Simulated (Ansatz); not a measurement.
Run report: Ti$_{3}$Al, single-point calculation (part 2 of 2)

Ti$_{3}$Al (slab, 24 atoms in the cell); DFT r2SCAN, scalar-relativistic, plane waves, PAW, no spin polarisation (Ansatz 0.2.0); cutoff 500 eV, 6×6×1 k-mesh, Gaussian smearing of 0.1 eV. The structure derives from an entry of the Crystallography Open Database. It belongs to a series of runs on one base structure; here: (0 0 1) slab cut from the bulk.

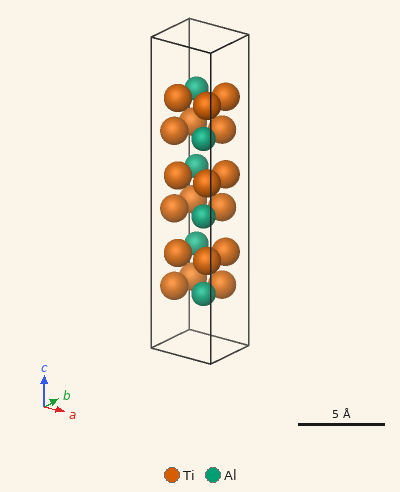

**Figure 1.** The structure as given in the input (spheres-only view of the cell of the calculation, with the vacuum cut short, seen slightly off an axis). An atom can appear more than once, as a periodic image.

Output, continued
```
  k-point 1: bands = ["-54.7676", "-54.7676", "-54.6998", "-54.6998", "-54.6955", "-54.6955", "-54.4711", "-54.4646", "-54.4157", "-54.3960", "-54.3946", "-54.3914", "-54.3904", "-54.3739", "-54.3465", "-54.3422", "-54.3215", "-54.3192", "-30.1420", "-30.1420", "-30.1186", "-30.1180", "-30.0643", "-30.0638", "-30.0523", "-30.0519", "-30.0514", "-30.0506", "-30.0439", "-30.0433", "-29.9307", "-29.9157", "-29.8721", "-29.8324", "-29.8270", "-29.8236", "-29.8179", "-29.8123", "-29.8058", "-29.7820", "-29.7746", "-29.7677", "-29.7585", "-29.7520", "-29.7392", "-29.6827", "-29.6657", "-29.6540", "-29.6406", "-29.6284", "-29.6189", "-29.6078", "-29.5812", "-29.5741", "-29.5676", "-29.5513", "-29.5439", "-29.5020", "-29.4988", "-29.4887", "-29.4880", "-29.4494", "-29.4461", "-29.4137", "-29.3868", "-29.3851", "-29.3618", "-29.3606", "-29.3265", "-29.3138", "-29.3014", "-29.2890", "-3.2671", "-2.7978", "-2.0688", "-1.3062", "-0.8132", "-0.6828", "1.1370", "1.2410", "1.3538", "1.4541", "1.6948", "1.7402", "1.9855", "2.0372", "2.2300", "2.2965", "2.3313", "2.4076", "2.4894", "2.6554", "2.8263", "2.8866", "2.9522", "2.9878", "3.0414", "3.1666", "3.1857", "3.2885", "3.2908", "3.3694", "3.4318", "3.5091", "3.6666", "3.6862", "3.7178", "3.7640", "3.9078", "3.9716", "3.9804", "4.0840", "4.1133", "4.2454", "4.2638", "4.4340", "4.5443", "4.5848", "4.6195", "4.6277", "4.6478", "4.9381", "4.9626", "5.0772", "5.1165", "5.1530", "5.1955", "5.2886", "5.3325", "5.3609", "5.3741", "5.3996", "5.4755", "5.5020", "5.7215", "5.7404", "5.7872", "6.2342", "6.2510", "6.2658", "6.4014"]
  k-point 2: bands = ["-54.7568", "-54.7568", "-54.7107", "-54.7107", "-54.6955", "-54.6955", "-54.4577", "-54.4529", "-54.4152", "-54.4089", "-54.3963", "-54.3915", "-54.3904", "-54.3720", "-54.3539", "-54.3422", "-54.3273", "-54.3190", "-30.1157", "-30.1155", "-30.0939", "-30.0935", "-30.0663", "-30.0656", "-30.0421", "-30.0418", "-30.0154", "-30.0147", "-30.0008", "-30.0003", "-29.8891", "-29.8715", "-29.8599", "-29.8580", "-29.8451", "-29.8121", "-29.8070", "-29.7894", "-29.7824", "-29.7703", "-29.7611", "-29.7540", "-29.7269", "-29.7260", "-29.7053", "-29.6974", "-29.6914", "-29.6619", "-29.6607", "-29.6385", "-29.6349", "-29.6248", "-29.6014", "-29.5886", "-29.5804", "-29.5592", "-29.5542", "-29.5230", "-29.5142", "-29.5069", "-29.4927", "-29.4676", "-29.4603", "-29.4385", "-29.4347", "-29.4264", "-29.4005", "-29.3824", "-29.3720", "-29.3712", "-29.3142", "-29.2935", "-2.7462", "-2.3051", "-1.6295", "-1.0615", "-0.9508", "-0.8500", "0.6880", "0.7514", "0.8261", "1.1690", "1.2839", "1.6435", "1.6762", "2.0596", "2.1987", "2.2497", "2.3238", "2.5273", "2.5319", "2.7718", "2.7817", "2.8164", "2.9428", "3.0411", "3.1255", "3.1438", "3.2059", "3.2722", "3.3338", "3.4862", "3.6405", "3.7132", "3.8344", "3.8420", "3.9004", "3.9439", "4.0029", "4.0317", "4.1205", "4.1313", "4.1744", "4.2908", "4.3047", "4.4993", "4.6022", "4.6398", "4.6602", "4.6859", "4.7516", "4.8603", "4.8865", "4.9299", "4.9784", "5.0800", "5.1884", "5.2363", "5.2506", "5.3067", "5.3419", "5.3634", "5.5198", "5.5407", "5.6457", "5.7221", "5.8487", "6.0083", "6.0233", "6.0846", "6.1918"]
  k-point 6: bands = ["-54.7422", "-54.7422", "-54.7254", "-54.7254", "-54.6956", "-54.6956", "-54.4366", "-54.4366", "-54.4293", "-54.4223", "-54.3981", "-54.3981", "-54.3734", "-54.3734", "-54.3723", "-54.3300", "-54.3287", "-54.3287", "-30.0887", "-30.0887", "-30.0835", "-30.0826", "-30.0481", "-30.0481", "-30.0188", "-30.0188", "-29.9956", "-29.9956", "-29.9835", "-29.9833", "-29.8734", "-29.8734", "-29.8549", "-29.8296", "-29.8068", "-29.8068", "-29.8066", "-29.7923", "-29.7923", "-29.7620", "-29.7410", "-29.7283", "-29.7283", "-29.7220", "-29.7220", "-29.6823", "-29.6823", "-29.6737", "-29.6478", "-29.6444", "-29.6444", "-29.6092", "-29.6092", "-29.6017", "-29.5862", "-29.5666", "-29.5666", "-29.5562", "-29.5562", "-29.5198", "-29.5193", "-29.4853", "-29.4853", "-29.4493", "-29.4389", "-29.4389", "-29.4274", "-29.4081", "-29.4004", "-29.4004", "-29.3324", "-29.3324", "-1.7431", "-1.7431", "-1.3995", "-1.3995", "-0.9133", "-0.9133", "-0.1749", "0.3102", "0.8131", "0.8131", "1.0610", "1.5041", "1.5041", "1.8601", "1.9707", "1.9707", "2.4431", "2.6016", "2.8299", "2.8299", "2.9505", "2.9604", "2.9905", "3.0327", "3.1234", "3.1234", "3.1819", "3.2526", "3.2526", "3.8169", "3.8169", "3.8851", "3.8851", "3.9623", "3.9623", "3.9918", "4.1640", "4.1640", "4.2019", "4.2175", "4.2963", "4.2963", "4.3884", "4.3884", "4.4148", "4.5237", "4.5237", "4.7634", "4.7634", "4.8926", "5.0268", "5.0625", "5.0821", "5.0821", "5.2594", "5.2841", "5.3081", "5.3081", "5.4321", "5.4321", "5.6482", "5.6482", "5.6885", "5.6885", "5.7321", "5.7374", "5.7400", "5.8347", "5.9037"]
```

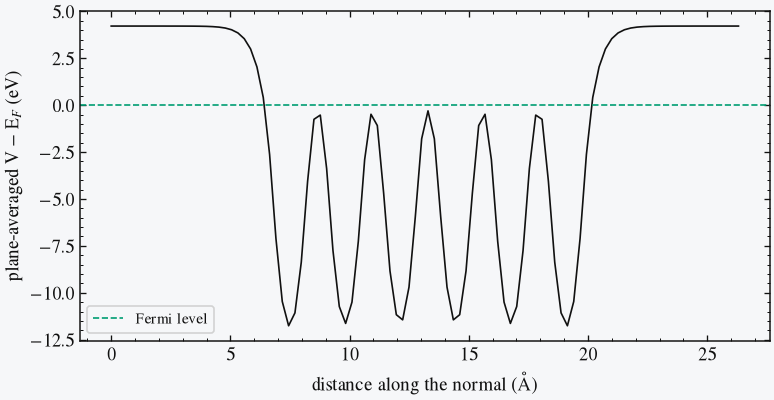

**Figure 2.** Plane average of the electrostatic potential energy of an electron across the cell, from the Fermi level. The vacuum level lies 4.22 eV above the Fermi level.

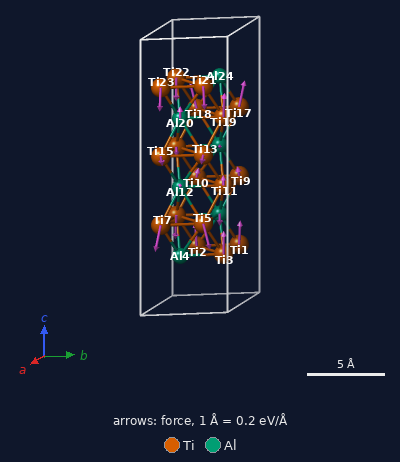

**Figure 3.** Forces on the atoms as pink arrows (ball-and-stick view of the cell of the calculation, with the vacuum cut short, seen slightly off an axis; atoms are numbered from 1 in the order of the input); the smallest are left out. The largest act on Ti5, Ti6, Ti7, Ti17, Ti18, Ti19 (0.36 eV/Å); Ti1, Ti2, Ti3, Ti21, Ti22, Ti23 (0.32 eV/Å); Al8, Al20 (0.17 eV/Å); Ti9, Ti10, Ti11, Ti13, Ti14, Ti15 (0.14 eV/Å). The geometry is not a stationary point of this energy.

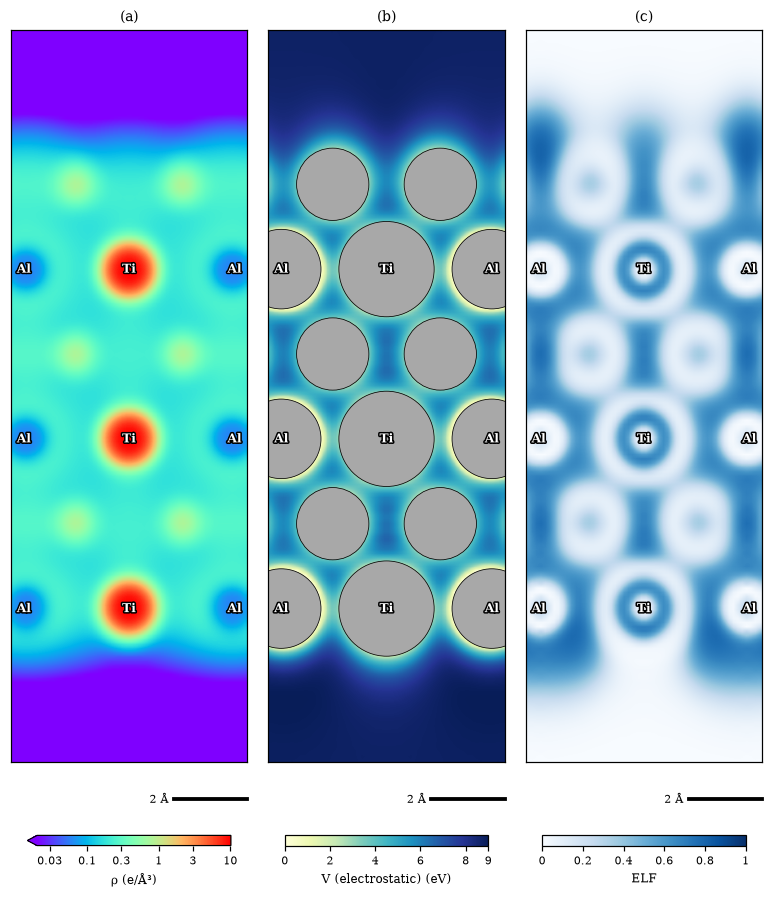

**Figure 4.** (a) valence electron density; (b) electrostatic potential energy of an electron; (c) ELF on the (11̄0) plane of the calculation cell, a cut from vacuum to vacuum. Grey discs, where drawn, cover atomic cores. Ti–Al (2.87 Å): ρ at the midpoint is about 0.21 e/Å³; the ELF is about 0.45 at the midpoint, which marks nearly free electrons, as in a simple metal. The density dies away to nearly zero in the vacuum. The strong features right at Ti lie inside the PAW spheres (semicore, d or f shells) and say nothing about bonding. Core electrons are frozen (PAW), so the fields are smoothed inside the atomic spheres.

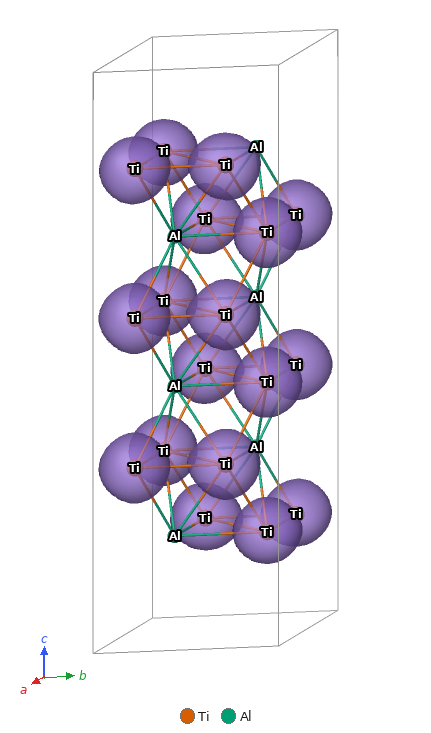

**Figure 5.** Isosurface of the valence electron density at 0.3 e/Å³ (purple), seen slightly off an axis. Sticks mark near contacts. At this value the density breaks into separate islands; it holds about 75 % of the electrons treated as valence (semicore included). It is pinched off along the Ti–Ti (2.81 Å), Ti–Al (2.83 Å), Ti–Ti (2.87 Å) and Ti–Al (2.87 Å) contacts. On the grid the lowest density along these lines, outside the cores, is 0.22 e/Å³ (Ti–Ti, 2.81 Å), 0.21 e/Å³ (Ti–Al, 2.83 Å), 0.2 e/Å³ (Ti–Ti, 2.87 Å) and 0.21 e/Å³ (Ti–Al, 2.87 Å).

This output came from the following input.

Input
```yaml
crystal:
  lattice:
    - [5.7469395395, 0.0, 0.0]
    - [-2.8734697697, 4.9769956352, 0.0]
    - [0.0, 0.0, 26.5778247219]
  atoms:
    - { symbol: Ti, position: [0.1702244452, 0.8297755548, 0.282190137] }
    - { symbol: Ti, position: [0.1702244452, 0.3404488904, 0.282190137] }
    - { symbol: Ti, position: [0.6595511096, 0.8297755548, 0.282190137] }
    - { symbol: Al, position: [0.6666666667, 0.3333333333, 0.282190137] }
    - { symbol: Ti, position: [0.8297755548, 0.6595511096, 0.3693140822] }
    - { symbol: Ti, position: [0.3404488904, 0.1702244452, 0.3693140822] }
    - { symbol: Ti, position: [0.8297755548, 0.1702244452, 0.3693140822] }
    - { symbol: Al, position: [0.3333333333, 0.6666666667, 0.3693140822] }
    - { symbol: Ti, position: [0.1702244452, 0.8297755548, 0.4564380274] }
    - { symbol: Ti, position: [0.1702244452, 0.3404488904, 0.4564380274] }
    - { symbol: Ti, position: [0.6595511096, 0.8297755548, 0.4564380274] }
    - { symbol: Al, position: [0.6666666667, 0.3333333333, 0.4564380274] }
    - { symbol: Ti, position: [0.8297755548, 0.6595511096, 0.5435619726] }
    - { symbol: Ti, position: [0.3404488904, 0.1702244452, 0.5435619726] }
    - { symbol: Ti, position: [0.8297755548, 0.1702244452, 0.5435619726] }
    - { symbol: Al, position: [0.3333333333, 0.6666666667, 0.5435619726] }
    - { symbol: Ti, position: [0.1702244452, 0.8297755548, 0.6306859178] }
    - { symbol: Ti, position: [0.1702244452, 0.3404488904, 0.6306859178] }
    - { symbol: Ti, position: [0.6595511096, 0.8297755548, 0.6306859178] }
    - { symbol: Al, position: [0.6666666667, 0.3333333333, 0.6306859178] }
    - { symbol: Ti, position: [0.8297755548, 0.6595511096, 0.717809863] }
    - { symbol: Ti, position: [0.3404488904, 0.1702244452, 0.717809863] }
    - { symbol: Ti, position: [0.8297755548, 0.1702244452, 0.717809863] }
    - { symbol: Al, position: [0.3333333333, 0.6666666667, 0.717809863] }
basis:
  ecutwfc: 500
kpoints:
  mp_grid: { grid: [6, 6, 1] }
hamiltonian:
  xc: r2scan
scf:
  occupations: { method: gaussian, width: 0.1 }
output:
  forces: true
  stress: true
  eigenvalues: true
  write_density: true
  write_potential: true
  elf: true
  volumetric_format: npy
efield:
  axis: 3
  dipole_correction: true
  ramp_width: 0.04
```

Launch command:
```bash
ansatz run input.yaml --threads 4 --pin off --max-ram 10240MiB --backend cpu --events-out ev --progress --plain --runs-dir out
```

Key numbers

```json
{"quantity": "outcome", "value": "converged"}
{"quantity": "electrons treated", "value": "234"}
{"quantity": "free energy", "value": "−48320.6870 eV"}
{"quantity": "work function, top face", "value": "4.22 eV"}
{"quantity": "work function, bottom face", "value": "4.22 eV"}
{"quantity": "Fermi energy", "value": "4.552 eV"}
{"quantity": "gap on the k-point mesh", "value": "none (metallic)"}
{"quantity": "work function (upper face)", "value": "4.22 eV"}
{"quantity": "largest force (length of the vector)", "value": "0.356 eV/Å"}
{"quantity": "hardware", "value": "4 threads of Intel Xeon (Granite Rapids), 32 GiB of memory available, shared host"}
{"quantity": "wall time", "value": "34 s (CPU time 2.2 min)"}
{"quantity": "peak memory", "value": "4 GiB"}
```

Remarks

The program warns: the exchange-correlation potential is rough where the density is thin.
